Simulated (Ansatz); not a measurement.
## AlN: single-point calculation

AlN (P6₃mc, 4 atoms in the cell), computed with DFT, PBE, plane waves, PAW, no spin polarisation (Ansatz 0.2.0).

The structure derives from an entry of the Crystallography Open Database. Some settings of this run were made unusual or wrong on purpose.

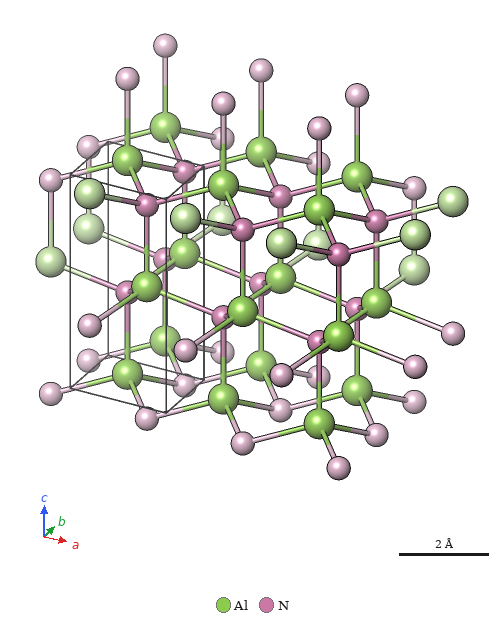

*The input geometry (ball-and-stick view of the cell of the calculation, repeated 3 × 2 × 1, seen slightly off an axis; neighbours outside the cell are drawn fainter). An atom can appear more than once, as a periodic image.*

## Input file
```yaml
crystal:
  lattice:
    - [3.110760628991, 2.886530607699e-11, -1.943410764351e-34]
    - [-1.555380314521, 2.693997729785, 1.470384816835e-34]
    - [-3.109704948328e-34, 9.213940587639e-35, 4.978770614441]
  atoms:
    - { symbol: Al, position: [0.3333333333333, 0.6666666666667, 0.001570899492244] }
    - { symbol: Al, position: [0.6666666666667, 0.3333333333333, 0.5015708994922] }
    - { symbol: "N", position: [0.3333333333333, 0.6666666666667, 0.3834291005078] }
    - { symbol: "N", position: [0.6666666666667, 0.3333333333333, 0.8834291005078] }
basis:
  ecutwfc: 420
  ecutrho_ratio: 4
kpoints:
  mp_grid: { grid: [8, 7, 7] }
hamiltonian:
  xc: pbe
scf:
  occupations: { method: gaussian, width: 0.05 }
  max_iter: 100
output:
  forces: true
  stress: true
```

Machine: 4 threads of Arm Neoverse V2, 24 GiB of memory available, shared host.

Launch command:
```bash
ansatz run input.yaml --threads 4 --pin off --max-ram 8192MiB --backend cpu --events-out ev --progress --plain --runs-dir out
```

## What the program printed
```
Warning: crystal.symmetry: narrowed to the stabiliser of the k-point mesh — unitary ops 12 → 2; excluded 10 operations that carry a point of the 8×7×7 mesh (shift [0, 0, 0]) off the mesh (the run samples exactly the mesh kpoints.mp_grid names, as under crystal.symmetry.detect: false, and its converged state has the mesh's symmetry, not the crystal's; ε∞, the Born charges and the force constants of a linear response (`dielectric:` by the response, `phonons.method: dfpt`) are averaged over those of the crystal's operations that the state keeps within a tolerance, where `mesh_tensors`, `unaveraged_element` or `gamma_mean_max_change_ev_ang2` stands beside them; a row that `dielectric.field_direction` solves alone is averaged likewise, with nothing beside; a Γ-centred mesh of equal divisions is mapped onto itself by every operation and keeps the whole group, as does a half-shifted one under kpoints.further_shifts: images)
Engine: ansatz 0.2.0, aarch64-unknown-linux-gnu
Pseudopotentials: kind: paw
Pseudopotential: Al, paw, valence charge 3, recommended cutoff 420 eV (normal), Al.paw.azcp
Pseudopotential: N, paw, valence charge 5, recommended cutoff 420 eV (normal), N.paw.azcp
Functional definition: PBE
  parameter kappa = 0.804
  parameter beta = 0.06672455060314922
  exchange = pbe_x(kappa = kappa, mu = beta*pi^2/3)
  correlation = pbe_c(beta = beta)
Crystal: 4 atoms, lattice volume = 41.724 Å³
Basis set: ecut = 420 eV, 809 PW (Γ), exchange–correlation on 48×48×72 points (8 copies of the dense FFT grid, shifted against one another)
Bands: 12, of which v1, the nominal top of the filled ones, is band 8 counted from 1 (7 counted from 0)
Symmetry: 2 space group operations
k-points: 116 of 392 (time reversal used)
Non-local potential: Al, projectors of the file, l = 0: 2, l = 1: 2, l = 2: 1
Non-local potential: N, projectors of the file, l = 0: 2, l = 1: 2, l = 2: 1
PAW form: soft (Blöchl's): semilocal exchange-correlation on the pseudo side does not see the compensation charge
PAW one-centre angular grid: Al, 110 points (default); XC on 64 Gauss nodes
PAW one-centre angular grid: N, 110 points (default); XC on 64 Gauss nodes
Initial density: superposition of atomic densities (neutral atoms: chi_scale 0, normalization atom), corrected by the library's trained network
Initial wavefunctions: pseudopotential atomic-orbital guess
Functional: x = pbe(κ = 0.804, μ = 0.2195149727645171), c = pbe(β = 0.06672455060314922)
SCF iter   1: F=—  HF=-1848.496792 eV  |F-HF|=—  |Δ(HF+E_count)|=         —  Δρ=8.35e-4  dr2=1.43e-4  ethr=1.77e-3  ⟨swp⟩=5.5  Hψ=9052  notcnv=0
preconditioner: auto → none  [insulator: Δε(μ)=4.198 eV  Ē_g=13.142 eV  σ=0.050 eV  W_gap=1.00  n_scr=2 (ndim 8)  ℏωp=23.0 eV  f_vac=0.000  D(μ)=0.00/eV (n_scr^D=0)  ε∞_Penn≈4.1]
SCF iter   2: F=—  HF=-1848.497107 eV  |F-HF|=—  |Δ(HF+E_count)|=   3.15e-4  Δρ=4.00e-4  dr2=2.09e-5  ethr=8.92e-7  ⟨swp⟩=2.4  Hψ=3157  notcnv=0
SCF iter   3: F=—  HF=-1848.497051 eV  |F-HF|=—  |Δ(HF+E_count)|=   5.61e-5  Δρ=6.86e-5  dr2=7.31e-7  ethr=1.31e-7  ⟨swp⟩=2.3  Hψ=2303  notcnv=0
iter 4 did not close the SCF: its close was put off for the readings that it lacked (scf_convergence_deferred on its scf_iter line)
SCF iter   4: F=-1848.497053 eV  HF=-1848.497053 eV  |F-HF|=9.15e-9  |Δ(HF+E_count)|=   2.32e-6  Δρ=8.58e-6  dr2=1.31e-8  ethr=4.57e-9  ⟨swp⟩=2.0  Hψ=2275  notcnv=0
iter 5 did not close the SCF: its close was put off for the readings that it lacked (scf_convergence_deferred on its scf_iter line)
SCF iter   5: F=-1848.497053 eV  HF=-1848.497053 eV  |F-HF|=2.58e-10  |Δ(HF+E_count)|=   1.09e-8  Δρ=1.36e-6  dr2=4.08e-10  ethr=8.17e-11  ⟨swp⟩=2.5  Hψ=2348  notcnv=0
SCF iter   6: F=-1848.497053 eV  HF=-1848.497053 eV  |F-HF|=5.46e-12  |Δ(HF+E_count)|=  1.24e-10  Δρ=1.73e-7  dr2=5.89e-12  ethr=2.55e-12  ⟨swp⟩=1.0  Hψ=3935  notcnv=0
SCF 1 converged in 6 iterations: F = -1848.497053 eV  dr2 = 5.89e-12
  greatest PAW one-centre occupation: 0.788 electrons in one spin orbital (limit 2), on the N atom at site 3 (counted from 0), in its partial waves of l = 0
```

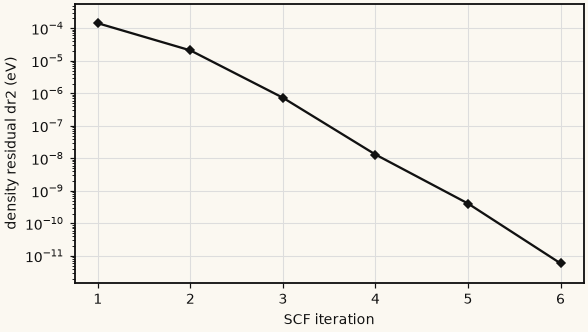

*Convergence of the self-consistent field: density residual dr2 against the SCF iteration.*

The residual falls at every step.

```
SCF converged after 6 iterations
Free energy (F): -1848.497053 eV
Harris-Foulkes:  -1848.497053 eV  (|F-HF|=5.46e-12)
Internal energy: -1848.497053 eV  (E = F + TS)
E sigma→0 (E₀):  -1848.497053 eV
Fermi energy:    9.269791 eV
--- Per-component energies (eV) ---
  E_band       = 30.636875
  E_kinetic    = 319.115773
  E_local      = -447.907221  (includes V_loc(G=0)·N_el)
  E_nonlocal   = 110.872926
  E_hartree    = 155.582560
  E_xc         = -203.773722
  E_vxc        = -216.057423  (∫ρ·V_xc dr)
  E_paw        = -1190.345324  (= ΣΔE_a)
  E_vpaw       = -46.552488  (= ΣTr[D̂ρ^β])
  E_aug_tail   = 0.000194  (compensation charges beyond the density's cutoff)
  E_ewald      = -592.042238
  E_smearing   = -0.000000  (= −TS)
  E_closure    = 0.000000  (closes the sum)
  Σ components = -1848.497053   (vs F -1848.497053, Δ=0.00e0)
--- Forces (eV/Å), atoms counted from 1 ---
  atom   1  Al     0.00012046     0.00001087    -0.00702477
  atom   2  Al    -0.00012046    -0.00001087    -0.00702477
  atom   3  N      0.00019046     0.00002848     0.00700268
  atom   4  N     -0.00019046    -0.00002848     0.00700268
  max |Σ_I F_I| component: 4.42e-5 eV/Å
--- Stress (GPa, compression-positive) ---
        4.024711      -0.001719       0.000000
       -0.001719       4.023436       0.000000
        0.000000       0.000000       4.176594
  P = ⅓ Tr σ = 4.0749 GPa (40.749 kbar)
```

## Outcome

```csv
quantity,value
outcome,converged
space group (tolerance 0.01 Å),P6₃mc (186)
electrons treated,16
free energy,−1848.4971 eV
Fermi energy,9.270 eV
pressure,4.07 GPa
largest force (length of the vector),0.007 eV/Å
wall time,1.3 s (CPU time 4.7 s)
peak memory,0.39 GiB
```

## Remarks

The input was spoiled on purpose: a mesh that breaks the symmetry (`kpoints.mp_grid.grid`). It did no harm here: the run converged to the energy of the sound run within 1 meV per atom. The program warns: the k-point mesh lowers the symmetry that the run can use.
